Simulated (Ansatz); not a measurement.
# Si: single-point calculation (part 2 of 2)

Si (slab, 5 atoms in the cell); DFT LDA, scalar-relativistic, plane waves, PAW, spin-polarised (Ansatz 0.2.0); cutoff 420 eV, 9×9×1 k-mesh, Gaussian smearing of 0.05 eV, collinear spins. The structure derives from an entry of the Crystallography Open Database.

Geometry of the input (Å; fractional positions):
```
3.8198  0.0000  0.0000
-1.9099  3.3080  0.0000
0.0000  0.0000  20.8775
Si 0.3333  0.6667  0.1916
Si 0.0000  0.0000  0.2289
Si 0.0000  0.0000  0.3466
Si 0.6667  0.3333  0.3773
Si 1.2222  -0.2222  0.5339
```

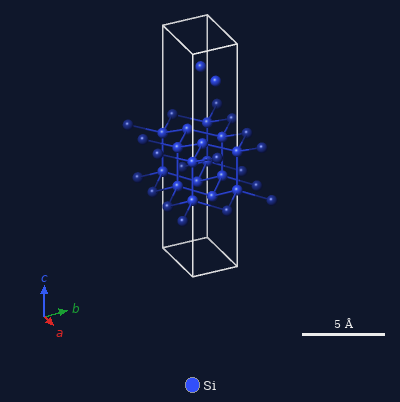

Fig. 1: The structure as given in the input (ball-and-stick view of the 2 × 1 repeat of the cell, with the vacuum cut short, seen slightly off an axis; neighbours outside the cell are drawn fainter).

```
WARN: The output density's exchange-correlation potential varies sharply where the density is thin. Do not read a vacuum level from v_tot or v_xc, or from such a field of the output density. On a cell that repeats whose density bears no net charge and no dipole along the vacuum's axis use v_es (v_loc + v_h of the components); under efield.dipole_correction with no amplitude use v_es + v_field, which holds any external_charges[].barrier, or the levels of the report's work_function block, which leave it out; under a non-zero efield.amplitude the vacuum is tilted and has no level; on a cell that repeats and bears such a dipole with no correction it is tilted too, and efield.dipole_correction with no amplitude gives each side of its ramp a level where efield: is served; in a cell that repeats whose density bears a net charge (total_charge, or a fill off its count) it is curved and has none; of a slab under crystal.periodic whose density bears no net charge use v_es, which has a level on each side, short of where the two are joined; of another it falls or rises all the way out and has none; of a slab beside external_charges read slab_vacuum_level instead, which it has where they leave it neutral. The grid or the basis barely resolves most such structure, and the values can differ between equally converged runs; as a rule a tighter scf.convergence.dr2_threshold does not remove it. Where the density itself ripples (under the LDA too) a higher basis.ecutwfc lessens it. The files hold the spikes' plane waves up to the density's cutoff. Files: v_tot_of_output_density and the like, and their columns of v_z.tsv (output.write_potential); v_xc_of_output_density and the like, and their columns of v_comp_z.tsv (output.write_potential_components). Measured: with its Gaussian average of σ = 0.25 Å subtracted twice, the exchange-correlation potential is over 0.1 eV at 41 of the grid points where the equally averaged density (valence and model cores) is under 1e-3 e/Å³, and 0.217 eV at the most among them, at an averaged density of 2.0e-5 e/Å³. The input density's (outcome.potential() and, of a run that writes arrays, v_tot and v_xc) is over 0.1 eV, so measured, at 41 points of its own thin density, 0.217 eV at the most. See output.write_potential in the manual, Limitations
SCF converged after 20 iterations
Magnetization: 0.7084 μB (10.3542 up, 9.6458 down)
Absolute magnetization: 0.7278 μB (∫|ρ↑−ρ↓|, with the PAW one-centre terms)
Spin contamination: 0.0062 ħ² per cell (⟨S²⟩ above its minimum at these occupations)
Per-site moments (μB) at R_I (Å): [(0.07918703022290614, 0.96488359494201), (0.011942210671057626, 0.96488359494201), (0.02099758801414134, 0.9474094295696721), (0.001131474008969775, 0.9474094295696721), (0.2856921654868254, 1.5694324865948688)]
Free energy (F): -3037.915041 eV
Harris-Foulkes:  -3037.915041 eV  (|F-HF|=8.19e-12)
Internal energy: -3037.909942 eV  (E = F + TS)
E sigma→0 (E₀):  -3037.912492 eV
Entropy (-TS):   -0.005099 eV (-1.020 meV/atom)
Fermi energy:    -0.580971 eV
Dipole field:    D = 0.018884 V/Å  (p = 0.027531 e·Å, saw-weighted, corrected)
Work function:   Φ+ = 4.5467 eV   Φ− = 4.9410 eV
Levels:          The Fermi level and band energies are counted from a zero that moves with the ramp; work functions are not
--- Per-component energies (eV) ---
  E_band       = -102.604925
  E_kinetic    = 189.249094
  E_local      = -3489.575804  (includes V_loc(G=0)·N_el)
  E_nonlocal   = 134.858806
  E_hartree    = 1650.535964
  E_xc         = -266.899156
  E_vxc        = -226.137310  (∫ρ·V_xc dr)
  E_paw        = -2428.508811  (= ΣΔE_a)
  E_vpaw       = -12.286076  (= ΣTr[D̂ρ^β])
  E_aug_tail   = 0.000031  (compensation charges beyond the density's cutoff)
  E_efield     = 0.000260  (sawtooth field / dipole correction)
  E_vefield    = 0.214146  (∫n·V_field dr)
  E_ewald      = 1172.008021
  E_core_change = 0.421654  (= ΣΔE_core)
  E_smearing   = -0.005099  (= −TS)
  E_closure    = 0.000000  (closes the sum)
  Σ components = -3037.915041   (vs F -3037.915041, Δ=0.00e0)
--- Forces (eV/Å), atoms counted from 1 ---
  atom   1  Si     0.01987589    -0.01147535     0.67562526
  atom   2  Si    -0.01340721     0.00774066    -0.40011051
  atom   3  Si    -0.03484697     0.02011891    -0.34067486
  atom   4  Si     0.08469025    -0.04889594     0.82085337
  atom   5  Si    -0.05631194     0.03251171    -0.75578130
  max |Σ_I F_I| component: 8.80e-5 eV/Å
--- Band table (eV; the first three rows and the last of 50) ---
  k-point 0 ↑: bands = ["-12.0798", "-10.8850", "-8.1780", "-5.7225", "-2.5729", "-1.5885", "-1.5791", "-0.9221", "-0.8270", "-0.8258", "0.8840", "1.8569", "2.1290", "2.1736", "2.2277", "2.5565"]
  k-point 1 ↑: bands = ["-11.9335", "-10.7384", "-8.0605", "-5.6511", "-2.6455", "-2.5060", "-1.8730", "-1.7944", "-1.0530", "-0.7827", "0.9615", "1.5292", "1.9560", "2.1510", "2.3592", "2.9767"]
  k-point 2 ↑: bands = ["-11.5014", "-10.3057", "-7.7275", "-5.6603", "-4.1430", "-3.5494", "-2.4092", "-1.9844", "-1.5285", "-0.5647", "-0.0673", "0.6534", "1.4908", "1.7961", "2.1221", "3.8553"]
  k-point 24 ↓: bands = ["-9.9701", "-8.8676", "-7.5360", "-6.8054", "-6.5302", "-3.4727", "-3.0645", "-2.1239", "-1.9365", "-1.5669", "-0.3973", "0.6883", "0.8865", "1.3783", "1.6779", "2.0773"]
--- Löwdin populations: 5 sites ---
  site symbol       q [e]    m [muB]
     0     Si      3.9513     0.2581
     1     Si      3.9728     0.0037
     2     Si      3.9237     0.0498
     3     Si      3.9778    -0.0033
     4     Si      3.9755     0.3905
  spilling = 0.009946 (of n_electrons = 20.000000)
```

## File populations.tsv
```
# site	symbol	l	j	q_up	q_dn
# orbitals = lowdin
# n_electrons = 20.000000
# spilling = 0.009946
0	Si	0_3S	-	0.687469	0.659110
0	Si	1_3P	-	1.417268	1.187491
1	Si	0_3S	-	0.611455	0.612737
1	Si	1_3P	-	1.376805	1.371809
2	Si	0_3S	-	0.603051	0.594517
2	Si	1_3P	-	1.383698	1.342396
3	Si	0_3S	-	0.638033	0.637405
3	Si	1_3P	-	1.349175	1.353147
4	Si	0_3S	-	0.979801	0.968785
4	Si	1_3P	-	1.203227	0.823696
```

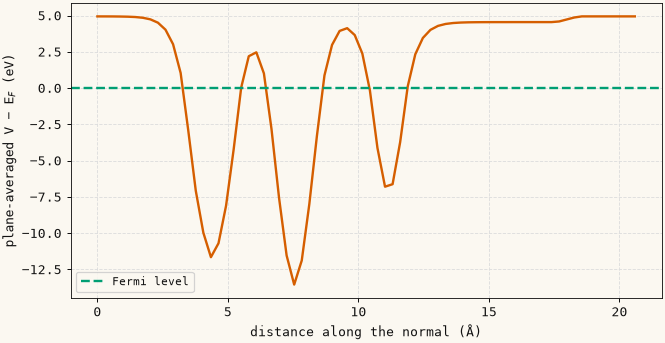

Fig. 2: Plane average of the electrostatic potential energy of an electron across the cell, from the Fermi level. The vacuum level lies 4.55 eV above the Fermi level on the upper side and 4.94 eV on the lower.

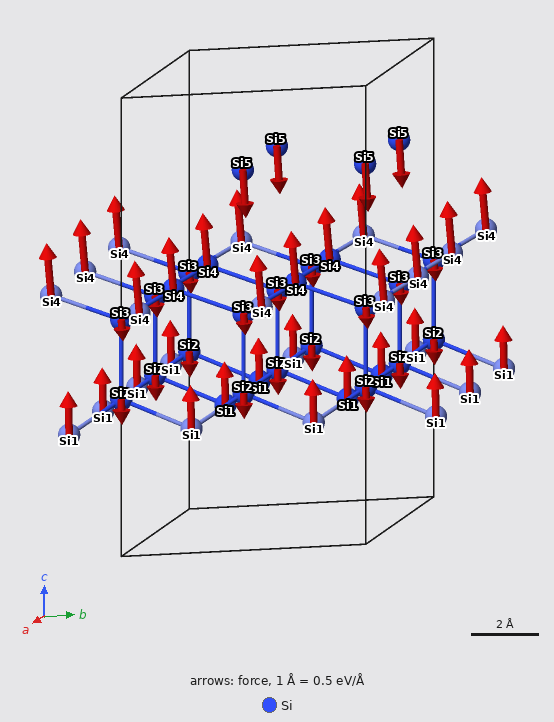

Fig. 3: Forces on the atoms as red arrows (ball-and-stick view of the 2 × 2 repeat of the cell, with the vacuum cut short, seen slightly off an axis; neighbours outside the cell are drawn fainter; atoms are numbered from 1 in the order of the input). The largest act on Si4 (0.83 eV/Å); Si5 (0.76 eV/Å); Si1 (0.68 eV/Å); Si2 (0.40 eV/Å), among others. The geometry is not a stationary point of this energy.

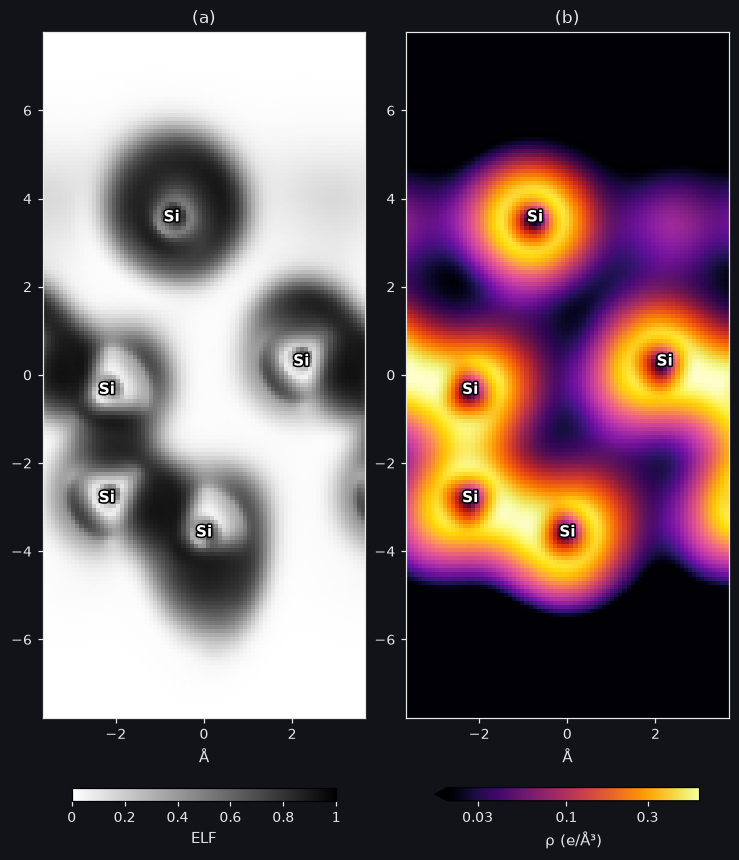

Fig. 4: (a) ELF; (b) valence pseudo-density on the (110) plane of the calculation cell, a cut from vacuum to vacuum. Atoms in the plane: Si. Si–Si (2.46 Å): ρ is about 0.44 e/Å³ halfway, a local maximum along the line; the ELF peaks at about 0.90 between the atoms, which marks a covalent bond. The density dies away to nearly zero in the vacuum. In a PAW calculation such maps are meaningful between the atoms, not at the nuclei.

## Summary

```json
{"quantity": "outcome", "value": "converged"}
{"quantity": "electrons treated", "value": "20"}
{"quantity": "free energy", "value": "−3037.9150 eV"}
{"quantity": "work function, top face", "value": "4.55 eV"}
{"quantity": "work function, bottom face", "value": "4.94 eV"}
{"quantity": "Fermi energy", "value": "−0.581 eV"}
{"quantity": "gap on the k-point mesh", "value": "none (metallic)"}
{"quantity": "net moment of the cell", "value": "0.71 μB"}
{"quantity": "integrated absolute moment", "value": "0.73 μB"}
{"quantity": "work function (upper face)", "value": "4.55 eV"}
{"quantity": "largest force (length of the vector)", "value": "0.827 eV/Å"}
{"quantity": "wall time", "value": "23 s"}
{"quantity": "peak memory", "value": "0.53 GiB"}
```

Warnings of the run: the exchange-correlation potential is rough where the density is thin.
